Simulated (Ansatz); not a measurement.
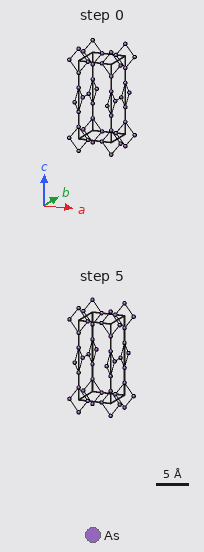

The structure of solid As (a generated structure, set up in P4_2/mmc) before (top) and after (bottom) a relaxation, at one scale.

Style: ball-and-stick. Shown: the cell of the calculation, slightly off an axis.

The calculation used DFT PBE, scalar-relativistic, plane waves, PAW in Ansatz. Settings: plane-wave cutoff 420 eV; k-point mesh 8 × 8 × 4; occupations gaussian; smearing width 0.1 eV; no spin polarisation; cell and atoms relaxed; force threshold 0.01 eV/Å; at most 80 steps.

### Describe what moved and what it gained.

Over 4 accepted moves (5 points after the start) the energy falls by 2.4 meV per atom. Largest force component: 0.23 eV/Å at the start, 0.00055 eV/Å at the end. Pressure: 0.18 GPa at the start and 0.00 GPa at the end. The SCF was repeated once at an unchanged geometry on a basis and grid sized afresh for the cell, which shifted the energy by 0.1 meV per atom at most. The largest moves relative to the cell, 0.020 Å, are those of As atoms. Cell: a = b 5.567 → 5.467 Å (−1.8 %), c 12.680 → 12.901 Å (+1.7 %). Volume −1.9 %. Among the contacts that change: As–As 2.372 → 2.339 Å, As–As 2.528 → 2.550 Å. Among the angles between lasting bonds that change: As–As–As 78.4° → 75.7°, As–As–As 101.6° → 104.3°. The space group stays P4_2/mmc (No. 131). The run took 7.1 min on 1 thread of Arm Neoverse V1, with other jobs on the host, peak memory 1.1 GiB.
